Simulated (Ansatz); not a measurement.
Structure of W:

```cif
data_structure
_symmetry_space_group_name_H-M 'I4_1/amd:1'
_symmetry_Int_Tables_number 141
_cell_length_a 5.0861
_cell_length_b 5.0861
_cell_length_c 2.6803
_cell_angle_alpha 90.000
_cell_angle_beta 90.000
_cell_angle_gamma 90.000
_cell_volume 69.33
loop_
_atom_site_label
_atom_site_type_symbol
_atom_site_symmetry_multiplicity
_atom_site_Wyckoff_symbol
_atom_site_fract_x
_atom_site_fract_y
_atom_site_fract_z
_atom_site_occupancy
W1 W 4 a 0.00000 0.00000 0.00000 1
```

Basis of the simulation: coordinates from a relaxation with DFT r2SCAN, scalar-relativistic, plane waves, PAW in Ansatz 0.2.0; the starting structure was generated, so it need not be a known form of this composition.

Predict the first 5 clear peaks of the X-ray G(r) with σ = 0.08 Å, and name the atom pairs.

Answer. 1. 2.64 Å: W–W at 2.63–2.68 Å
2. 3.24 Å: W–W at 3.24 Å
3. 3.84 Å: W–W at 3.84 Å
4. 4.21 Å: W–W at 4.21 Å
5. 5.09 Å: W–W at 5.09 Å

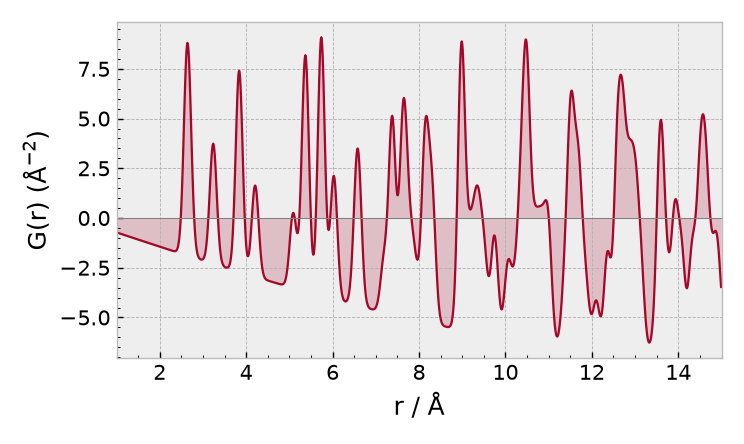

Computed X-ray G(r), with each pair weighted by the product of the atomic numbers (X-ray weights at Q = 0) and a uniform peak width σ = 0.08 Å, damped by exp(−(Q_damp r)²/2) with Q_damp = 0.060 Å⁻¹.
